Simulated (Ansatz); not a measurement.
## Energy of Re along a strain of the cell

System: Re (P-3m1, 2 atoms in the cell).
Method: DFT PBE, scalar-relativistic, plane waves, PAW, no spin polarisation (Ansatz 0.2.0).

The 7 runs differ only in the geometry, by a strain of the cell at fixed fractional positions. Against run 4, the strain is εxx = η and εyy = η. The structure derives from a Materials Project entry.

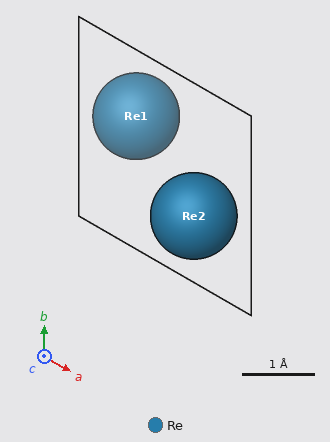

Figure 1. The structure of run 4 (ball-and-stick view of the cell of the calculation, along the c axis; atoms are numbered from 1 in the order of the input).

### Input of run 4
```yaml
crystal:
  lattice:
    - [2.7748241524, 0.0, 0.0]
    - [-1.3874120762, 2.403068207, 0.0]
    - [0.0, 0.0, 4.4842238099]
  atoms:
    - { symbol: Re, position: [0.3333333333, 0.6666666667, 0.2174860118] }
    - { symbol: Re, position: [0.6666666667, 0.3333333333, 0.7825139882] }
basis:
  ecutwfc: 420
kpoints:
  mp_grid: { grid: [18, 18, 10] }
hamiltonian:
  xc: pbe
scf:
  occupations: { method: gaussian, width: 0.15 }
output:
  forces: true
  stress: true
  eigenvalues: true
```

Command:
```bash
ansatz run input.yaml --threads 1 --pin off --max-ram 2048MiB --backend cpu --events-out ev --progress --plain --runs-dir out
```

Run 6 differs from it as follows:
```diff
-    - [2.7748241524, 0.0, 0.0]
-    - [-1.3874120762, 2.403068207, 0.0]
+    - [2.8489119573, 0.0, 0.0]
+    - [-1.4244559786, 2.4672301281, 0.0]
```

### Results, with one run withheld

| run | strain parameter η (%) | free energy per atom, from the lowest run given (meV) | pressure (GPa) |
| --- | --- | --- | --- |
| 1 | −4.0000 | 241.54 | 53.70 |
| 2 | −2.6700 | 127.49 | 38.67 |
| 3 | −1.3300 | 52.05 | 25.46 |
| 4 | 0.0000 | 11.34 | 14.05 |
| 5 | 1.3300 | 0.00 | 4.13 |
| 6 | 2.6700 | ? | ? |
| 7 | 4.0000 | 50.31 | −11.99 |

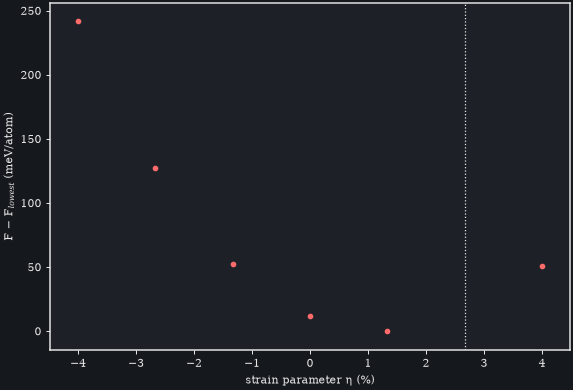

Figure 2. Free energy per atom of the runs given; the dotted line marks run 6.

Fit the runs given and predict run 6.

A cubic polynomial in the coordinate, fitted to the 6 runs given, misses them by at most 0.17 meV per atom. With x = η + 0.4450, it reads F = 21.295 − 26.616 x + 8.8331 x² − 0.30996 x³ (meV per atom). At run 6 it gives 14.73 meV per atom, and the run itself gives 14.16. The fit has its minimum at η = 1.2049 %. So low a polynomial doesn't follow these energies more closely.

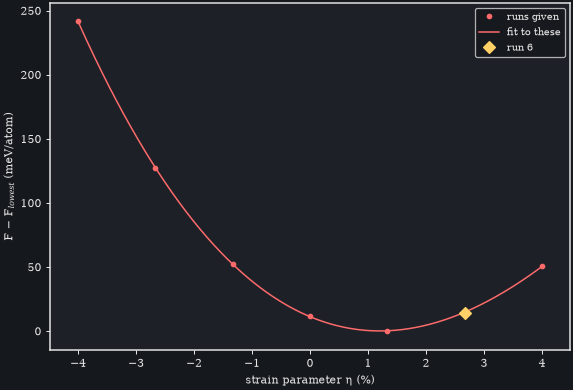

Figure 3. The fit and the withheld run.

### Output, shortened to warnings, some set-up lines, iterations and results (run 6)
```
Basis set: ecut = 420 eV, 615 PW (Γ), exchange–correlation on 40×40×60 points (8 copies of the dense FFT grid, shifted against one another)
Symmetry: 12 space group operations
k-points: 330 of 3240
Initial density: superposition of atomic densities (neutral atoms: chi_scale 0, normalization atom), corrected by the library's trained network
[...]
SCF iter   1: F=—  HF=-21735.789359 eV  |F-HF|=—  |Δ(HF+E_count)|=         —  Δρ=1.02e-2  dr2=2.17e-2  ethr=1.77e-3  ⟨swp⟩=5.1  Hψ=27552  notcnv=0
SCF iter   2: F=—  HF=-21735.789285 eV  |F-HF|=—  |Δ(HF+E_count)|=   7.43e-5  Δρ=6.05e-3  dr2=8.63e-3  ethr=7.23e-5  ⟨swp⟩=1.0  Hψ=8912  notcnv=0
SCF iter   3: F=—  HF=-21735.788689 eV  |F-HF|=—  |Δ(HF+E_count)|=   5.96e-4  Δρ=4.91e-4  dr2=1.60e-4  ethr=2.88e-5  ⟨swp⟩=2.0  Hψ=8592  notcnv=0
SCF iter   4: F=—  HF=-21735.788662 eV  |F-HF|=—  |Δ(HF+E_count)|=   2.74e-5  Δρ=2.16e-4  dr2=4.35e-5  ethr=5.32e-7  ⟨swp⟩=2.0  Hψ=9404  notcnv=0
SCF iter   5: F=—  HF=-21735.788625 eV  |F-HF|=—  |Δ(HF+E_count)|=   3.65e-5  Δρ=8.53e-5  dr2=6.92e-6  ethr=1.45e-7  ⟨swp⟩=2.1  Hψ=8263  notcnv=0
SCF iter   6: F=—  HF=-21735.788624 eV  |F-HF|=—  |Δ(HF+E_count)|=   1.52e-6  Δρ=1.80e-5  dr2=2.93e-7  ethr=2.31e-8  ⟨swp⟩=2.0  Hψ=8586  notcnv=0
SCF iter   7: F=-21735.788624 eV  HF=-21735.788624 eV  |F-HF|=1.81e-9  |Δ(HF+E_count)|=   6.34e-8  Δρ=2.02e-6  dr2=2.45e-9  ethr=3.33e-10  ⟨swp⟩=4.3  Hψ=20317  notcnv=0
SCF 1 converged in 7 iterations: F = -21735.788624 eV  dr2 = 2.45e-9
SCF converged after 7 iterations
Free energy (F): -21735.788624 eV
Harris-Foulkes:  -21735.788624 eV  (|F-HF|=1.81e-9)
Internal energy: -21735.768389 eV  (E = F + TS)
E sigma→0 (E₀):  -21735.778506 eV
Entropy (-TS):   -0.020235 eV (-10.117 meV/atom)
Fermi energy:    22.088678 eV
--- Per-component energies (eV) ---
  E_band       = -196.884054
  E_kinetic    = 1079.197186
  E_local      = -1730.096858  (includes V_loc(G=0)·N_el)
  E_nonlocal   = 97.939429
  E_hartree    = 624.727685
  E_xc         = -806.642202
  E_vxc        = -606.459775  (∫ρ·V_xc dr)
  E_paw        = -17318.067913  (= ΣΔE_a)
  E_vpaw       = -286.918911  (= ΣTr[D̂ρ^β])
  E_aug_tail   = -0.000142  (compensation charges beyond the density's cutoff)
  E_ewald      = -3682.825573
  E_smearing   = -0.020235  (= −TS)
  E_closure    = 0.000000  (closes the sum)
  Σ components = -21735.788624   (vs F -21735.788624, Δ=0.00e0)
--- Forces (eV/Å), atoms counted from 1 ---
  atom   1  Re    -0.00000000    -0.00000000     2.74073206
  atom   2  Re     0.00000000     0.00000000    -2.74073206
  max |Σ_I F_I| component: 8.88e-16 eV/Å
--- Stress (GPa, compression-positive) ---
      -10.066282      -0.000000      -0.000000
       -0.000000     -10.066282      -0.000000
       -0.000000      -0.000000       6.523698
  P = ⅓ Tr σ = -4.5363 GPa (-45.363 kbar)
```

Notes: Spin–orbit coupling is left out, which matters for Re.
